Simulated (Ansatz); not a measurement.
## PtSe₂: geometry relaxation (part 3 of 3)

The same run, continued: PtSe₂ (slab, 12 atoms in the cell); DFT LDA, scalar-relativistic, plane waves, PAW, no spin polarisation (Ansatz 0.2.0); cutoff 420 eV, 12×12×1 k-mesh, Gaussian smearing of 0.1 eV. The structure derives from an entry of the Crystallography Open Database.

Geometry of the input (Å; fractional positions):
```
3.7541  0.0000  0.0000
-1.8770  3.2511  0.0000
0.0000  0.0000  60.0613
Se 0.6667  0.3333  0.3565
Pt 0.0000  0.0000  0.3784
Se 0.3333  0.6667  0.3996
Se 0.6667  0.3333  0.4381
Pt 0.0000  0.0000  0.4595
Se 0.3333  0.6667  0.4810
Se 0.6667  0.3333  0.5190
Pt 0.0000  0.0000  0.5405
Se 0.3333  0.6667  0.5619
Se 0.6667  0.3333  0.6004
Pt 0.0000  0.0000  0.6216
Se 0.3333  0.6667  0.6435
```

**Output, continued**
```
  k-point 1: bands = ["-104.5990", "-104.5990", "-104.5798", "-104.5798", "-58.7524", "-58.7524", "-58.7519", "-58.7519", "-58.7328", "-58.7328", "-58.7323", "-58.7323", "-58.6647", "-58.6646", "-58.6329", "-58.6329", "-53.7380", "-53.7380", "-53.7368", "-53.7368", "-53.7297", "-53.7297", "-53.7285", "-53.7285", "-53.7281", "-53.7280", "-53.7270", "-53.7268", "-53.7245", "-53.7234", "-53.7185", "-53.7185", "-53.7185", "-53.7184", "-53.7155", "-53.7155", "-53.7155", "-53.7155", "-53.7125", "-53.7125", "-53.7029", "-53.7029", "-53.7028", "-53.7028", "-53.6968", "-53.6968", "-53.4816", "-53.4816", "-53.4815", "-53.4815", "-53.4448", "-53.4448", "-53.4447", "-53.4447", "-53.4304", "-53.4304", "-20.8331", "-20.6138", "-20.3048", "-20.0269", "-19.0877", "-18.5898", "-18.1542", "-17.8732", "-12.1470", "-11.7749", "-11.5757", "-11.4448", "-11.4094", "-11.3974", "-11.3815", "-11.3392", "-11.3306", "-11.2532", "-10.8116", "-10.3566", "-9.1739", "-9.1204", "-9.1074", "-9.0624", "-9.0612", "-9.0519", "-9.0100", "-9.0032", "-7.7644", "-7.7095", "-7.6789", "-7.5420", "-7.3646", "-6.9758", "-6.6286", "-6.6140", "-6.4030", "-6.2549", "-6.1581", "-6.1425", "-6.0042", "-5.5385", "-5.0936", "-4.8033", "-3.8718", "-3.8397", "-3.6743", "-3.4076", "-3.4013", "-3.1423", "-2.9740", "-2.7061", "-1.1286 (-1.1286°)", "-0.8769 (-0.8770°)", "-0.7345 (-0.7347°)", "-0.6315 (-0.6315°)", "-0.1621 (-0.1623°)", "-0.0294 (-0.0370°?)", "0.1588", "0.2279", "0.3961", "0.6064", "0.8166", "0.9631"]
  k-point 2: bands = ["-104.5989", "-104.5989", "-104.5798", "-104.5798", "-58.7542", "-58.7542", "-58.7524", "-58.7524", "-58.7346", "-58.7346", "-58.7328", "-58.7328", "-58.6645", "-58.6645", "-58.6328", "-58.6328", "-53.7380", "-53.7379", "-53.7368", "-53.7367", "-53.7299", "-53.7297", "-53.7286", "-53.7285", "-53.7282", "-53.7279", "-53.7271", "-53.7265", "-53.7244", "-53.7234", "-53.7185", "-53.7185", "-53.7184", "-53.7183", "-53.7158", "-53.7158", "-53.7155", "-53.7155", "-53.7125", "-53.7125", "-53.7029", "-53.7029", "-53.7027", "-53.7027", "-53.6967", "-53.6967", "-53.4816", "-53.4816", "-53.4814", "-53.4814", "-53.4448", "-53.4448", "-53.4447", "-53.4447", "-53.4304", "-53.4304", "-20.6049", "-20.3940", "-20.0946", "-19.8136", "-19.0316", "-18.5819", "-18.2089", "-17.9833", "-11.9962", "-11.8552", "-11.7856", "-11.3329", "-11.3325", "-11.2759", "-11.2734", "-11.2060", "-11.1889", "-10.9090", "-10.5494", "-10.3593", "-9.6745", "-9.5325", "-9.4455", "-9.3979", "-9.2841", "-9.2048", "-9.1319", "-9.1121", "-8.2094", "-8.1531", "-8.0376", "-8.0051", "-7.1240", "-6.9030", "-6.8056", "-6.6953", "-6.4775", "-6.3422", "-6.2453", "-6.2085", "-6.0338", "-5.8691", "-5.4000", "-5.0005", "-4.2357", "-4.0969", "-4.0785", "-3.9280", "-3.6134", "-3.4414", "-3.1447", "-2.8408", "-0.6014 (-0.6014°)", "-0.3566 (-0.3568°)", "-0.3449 (-0.3451°)", "-0.2401 (-0.2403°)", "0.0301 (0.0297°)", "0.2997 (0.2968°?)", "0.4440", "0.6400", "0.7100", "0.9166", "1.1538", "1.2816"]
  k-point 18: bands = ["-104.5988", "-104.5988", "-104.5796", "-104.5796", "-58.7589", "-58.7589", "-58.7589", "-58.7589", "-58.7393", "-58.7393", "-58.7393", "-58.7393", "-58.6640", "-58.6640", "-58.6322", "-58.6322", "-53.7381", "-53.7373", "-53.7373", "-53.7361", "-53.7309", "-53.7285", "-53.7285", "-53.7282", "-53.7281", "-53.7281", "-53.7279", "-53.7267", "-53.7237", "-53.7237", "-53.7184", "-53.7183", "-53.7171", "-53.7171", "-53.7169", "-53.7169", "-53.7159", "-53.7159", "-53.7121", "-53.7121", "-53.7031", "-53.7031", "-53.7024", "-53.7024", "-53.6965", "-53.6965", "-53.4817", "-53.4817", "-53.4813", "-53.4813", "-53.4451", "-53.4451", "-53.4443", "-53.4443", "-53.4302", "-53.4302", "-18.8239", "-18.8239", "-18.8000", "-18.8000", "-18.7878", "-18.7878", "-18.4739", "-18.4739", "-12.0978", "-11.8493", "-11.6331", "-11.6331", "-11.5213", "-11.4722", "-11.4722", "-11.3012", "-11.3012", "-11.2664", "-10.9927", "-10.9927", "-9.6924", "-9.6924", "-9.5898", "-9.5898", "-9.5062", "-9.5062", "-9.4700", "-9.4700", "-9.3375", "-8.8664", "-8.7722", "-8.6261", "-8.6254", "-8.4880", "-7.9848", "-7.5479", "-7.4916", "-7.4916", "-7.2936", "-7.2936", "-7.0254", "-7.0254", "-6.7685", "-6.7685", "-4.8781", "-4.8781", "-4.2983", "-4.2983", "-3.5445", "-3.5445", "-2.8829", "-2.8829", "-0.8526", "-0.1406", "0.7038", "1.4314", "2.2886", "2.2886", "2.5470", "2.5674", "2.5678", "2.7955", "2.7955", "2.8225"]
  ° read free of the cell's end (the report's vacuum.weakly_bound_levels)
  °? not known for the slab's own: over its row's bound_up_to_ev there, or no deeper under its free states than its continued_xc_part_ev in size
--- Relaxed structure (5 steps of the walk, 5 accepted, 1 SCFs on fresh bases) ---
  F+E_penalty+E_count = -92050.79522565 eV   max|allowed force component| = 8.533e-4 eV/Å   (the final SCF, on the basis selected at the relaxed cell)
  cell:  # Å, volume = 721.5352 Å³
    - [3.7244825611844687, -2.8640051987682294e-11, -4.788621050054173e-129]
    - [-1.8622412805674313, 3.2254965139521996, 3.0565305006547193e-129]
    - [-7.661325575466921e-128, 1.2233904710939063e-128, 60.0613416738]
  atoms:
    - { symbol: Se, position: [0.6666666666666665, 0.3333333333333333, 0.35907541446513225] }
    - { symbol: Pt, position: [1.9653736842173605e-34, -1.826538163507158e-34, 0.38033248360615585] }
    - { symbol: Se, position: [0.33333333333333326, 0.6666666666666665, 0.4011875531161201] }
    - { symbol: Se, position: [0.6666666666666665, 0.3333333333333333, 0.4389682410367674] }
    - { symbol: Pt, position: [2.541341102178158e-33, 1.634011167932418e-33, 0.4600828478604196] }
    - { symbol: Se, position: [0.33333333333333326, 0.6666666666666665, 0.48120919134208323] }
    - { symbol: Se, position: [0.6666666666666665, 0.3333333333333333, 0.5187908086579166] }
    - { symbol: Pt, position: [-9.634848538697838e-34, 3.7024422232751448e-34, 0.5399171521395802] }
    - { symbol: Se, position: [0.33333333333333326, 0.6666666666666665, 0.5610317589632325] }
    - { symbol: Se, position: [0.6666666666666665, 0.3333333333333333, 0.5988124468838797] }
    - { symbol: Pt, position: [-1.8459243272642842e-34, 7.651713928262377e-34, 0.6196675163938441] }
    - { symbol: Se, position: [0.33333333333333326, 0.6666666666666665, 0.6409245855348678] }
```

**Trajectory as extended XYZ (Å, eV, eV/Å), 6 frames, from step=1 to step=6**
```
12
Lattice="3.7541 0.0000 0.0000 -1.8770 3.2511 0.0000 0.0000 0.0000 60.0613" Properties=species:S:1:pos:R:3:forces:R:3 step=1 energy=-92050.68634
Se    1.8770    1.0837   21.4135    0.0000   0.0000   0.5719
Pt    0.0000    0.0000   22.7245    0.0000   0.0000  -0.0751
Se    0.0000    2.1674   24.0024    0.0000   0.0000  -0.4153
Se    1.8770    1.0837   26.3109    0.0000   0.0000   0.3525
Pt    0.0000    0.0000   27.6001    0.0000   0.0000  -0.0043
Se    0.0000    2.1674   28.8895    0.0000   0.0000  -0.3589
Se    1.8770    1.0837   31.1719    0.0000   0.0000   0.3589
Pt    0.0000    0.0000   32.4612    0.0000   0.0000   0.0043
Se    0.0000    2.1674   33.7504    0.0000   0.0000  -0.3525
Se    1.8770    1.0837   36.0589    0.0000   0.0000   0.4153
Pt    0.0000    0.0000   37.3368    0.0000   0.0000   0.0751
Se    0.0000    2.1674   38.6479    0.0000   0.0000  -0.5719
12
Lattice="3.7044 0.0000 0.0000 -1.8522 3.2081 0.0000 0.0000 0.0000 60.0613" Properties=species:S:1:pos:R:3:forces:R:3 step=2 energy=-92050.73423
Se    1.8522    1.0694   21.6056    0.0000   0.0000  -0.5730
Pt    0.0000    0.0000   22.8466    0.0000   0.0000   0.1413
Se    0.0000    2.1387   24.0781    0.0000   0.0000   0.4047
Se    1.8522    1.0694   26.3534    0.0000   0.0000  -0.2426
Pt    0.0000    0.0000   27.6103    0.0000   0.0000   0.0112
Se    0.0000    2.1387   28.8684    0.0000   0.0000   0.2944
Se    1.8522    1.0694   31.1930    0.0000   0.0000  -0.2944
Pt    0.0000    0.0000   32.4510    0.0000   0.0000  -0.0112
Se    0.0000    2.1387   33.7079    0.0000   0.0000   0.2426
Se    1.8522    1.0694   35.9833    0.0000   0.0000  -0.4047
Pt    0.0000    0.0000   37.2147    0.0000   0.0000  -0.1413
Se    0.0000    2.1387   38.4557    0.0000   0.0000   0.5730
12
Lattice="3.7221 0.0000 0.0000 -1.8611 3.2234 0.0000 0.0000 0.0000 60.0613" Properties=species:S:1:pos:R:3:forces:R:3 step=3 energy=-92050.79501
Se    1.8611    1.0745   21.5599    0.0000   0.0000   0.0438
Pt    0.0000    0.0000   22.8417    0.0000   0.0000   0.0045
Se    0.0000    2.1490   24.0995    0.0000   0.0000  -0.0425
Se    1.8611    1.0745   26.3743    0.0000   0.0000   0.0221
Pt    0.0000    0.0000   27.6462    0.0000   0.0000  -0.0071
Se    0.0000    2.1490   28.9188    0.0000   0.0000  -0.0573
Se    1.8611    1.0745   31.1425    0.0000   0.0000   0.0573
Pt    0.0000    0.0000   32.4151    0.0000   0.0000   0.0071
Se    0.0000    2.1490   33.6871    0.0000   0.0000  -0.0221
Se    1.8611    1.0745   35.9618    0.0000   0.0000   0.0425
Pt    0.0000    0.0000   37.2197    0.0000   0.0000  -0.0045
Se    0.0000    2.1490   38.5015    0.0000   0.0000  -0.0438
12
Lattice="3.7260 0.0000 0.0000 -1.8630 3.2268 0.0000 0.0000 0.0000 60.0613" Properties=species:S:1:pos:R:3:forces:R:3 step=4 energy=-92050.79591
Se    1.8630    1.0756   21.5668    0.0000   0.0000   0.0026
Pt    0.0000    0.0000   22.8429    0.0000   0.0000  -0.0034
Se    0.0000    2.1512   24.0946    0.0000   0.0000  -0.0021
Se    1.8630    1.0756   26.3596    0.0000   0.0000   0.0010
Pt    0.0000    0.0000   27.6266    0.0000   0.0000   0.0074
Se    0.0000    2.1512   28.8947    0.0000   0.0000   0.0121
Se    1.8630    1.0756   31.1666    0.0000   0.0000  -0.0121
Pt    0.0000    0.0000   32.4347    0.0000   0.0000  -0.0074
Se    0.0000    2.1512   33.7017    0.0000   0.0000  -0.0010
Se    1.8630    1.0756   35.9667    0.0000   0.0000   0.0021
Pt    0.0000    0.0000   37.2184    0.0000   0.0000   0.0034
Se    0.0000    2.1512   38.4946    0.0000   0.0000  -0.0026
12
Lattice="3.7245 0.0000 0.0000 -1.8622 3.2255 0.0000 0.0000 0.0000 60.0613" Properties=species:S:1:pos:R:3:forces:R:3 step=5 energy=-92050.79616
Se    1.8622    1.0752   21.5666    0.0000   0.0000  -0.0005
Pt    0.0000    0.0000   22.8433    0.0000   0.0000   0.0003
Se    0.0000    2.1503   24.0959    0.0000   0.0000   0.0003
Se    1.8622    1.0752   26.3650    0.0000   0.0000   0.0006
Pt    0.0000    0.0000   27.6332    0.0000   0.0000   0.0008
Se    0.0000    2.1503   28.9021    0.0000   0.0000  -0.0002
Se    1.8622    1.0752   31.1593    0.0000   0.0000   0.0002
Pt    0.0000    0.0000   32.4281    0.0000   0.0000  -0.0008
Se    0.0000    2.1503   33.6963    0.0000   0.0000  -0.0006
Se    1.8622    1.0752   35.9655    0.0000   0.0000  -0.0003
Pt    0.0000    0.0000   37.2181    0.0000   0.0000  -0.0003
Se    0.0000    2.1503   38.4948    0.0000   0.0000   0.0005
12
Lattice="3.7245 0.0000 0.0000 -1.8622 3.2255 0.0000 0.0000 0.0000 60.0613" Properties=species:S:1:pos:R:3:forces:R:3 step=6 energy=-92050.79523
Se    1.8622    1.0752   21.5666    0.0000   0.0000  -0.0006
Pt    0.0000    0.0000   22.8433    0.0000   0.0000   0.0003
Se    0.0000    2.1503   24.0959    0.0000   0.0000   0.0004
Se    1.8622    1.0752   26.3650    0.0000   0.0000   0.0005
Pt    0.0000    0.0000   27.6332    0.0000   0.0000   0.0009
Se    0.0000    2.1503   28.9021    0.0000   0.0000  -0.0001
Se    1.8622    1.0752   31.1593    0.0000   0.0000   0.0001
Pt    0.0000    0.0000   32.4281    0.0000   0.0000  -0.0009
Se    0.0000    2.1503   33.6963    0.0000   0.0000  -0.0005
Se    1.8622    1.0752   35.9655    0.0000   0.0000  -0.0004
Pt    0.0000    0.0000   37.2181    0.0000   0.0000  -0.0003
Se    0.0000    2.1503   38.4948    0.0000   0.0000   0.0006
```

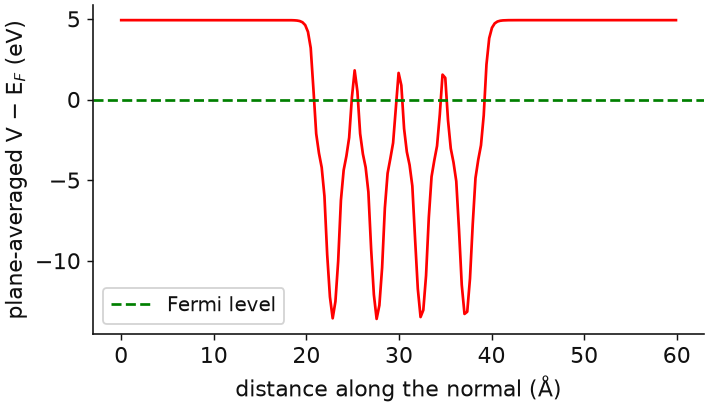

Fig. 1: Plane average of the electrostatic potential energy of an electron across the cell, from the Fermi level. The vacuum level lies 4.93 eV above the Fermi level.

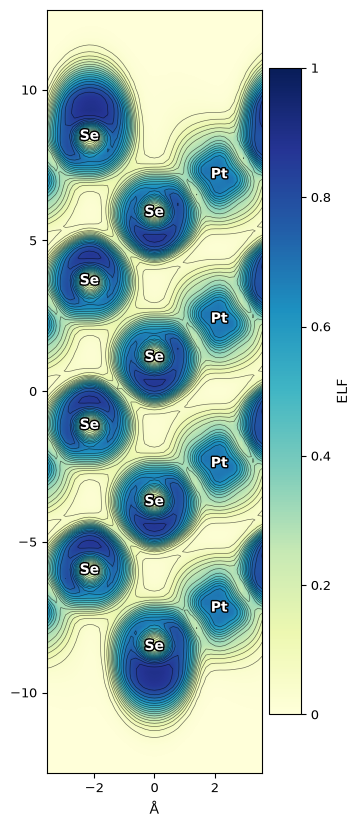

Fig. 2: ELF on the (110) plane of the calculation cell, a cut from vacuum to vacuum. Atoms in the plane: Se and Pt. Pt–Se (2.50 Å): the ELF is about 0.50 at the midpoint. The strong features right at Pt lie inside the PAW spheres (semicore, d or f shells) and say nothing about bonding. In a PAW calculation such maps are meaningful between the atoms, not at the nuclei.

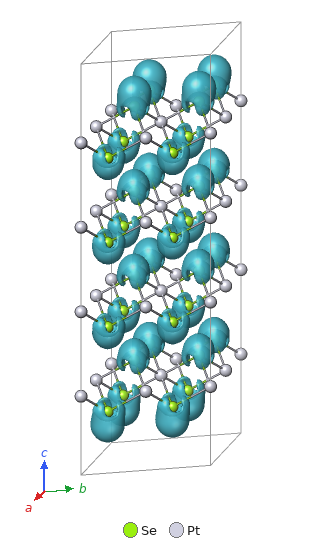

Fig. 3: Isosurface of the electron localisation function at 0.75 (cyan), seen slightly off an axis. Only the valence region is drawn (cores and ρ < 0.01 e/Å³ removed). Sticks mark near contacts. Counts are for one cell; the picture repeats the cell along the surface. Profiles from the grid: Pt–Se (2.49 Å): the ELF is about 0.50 at the midpoint.
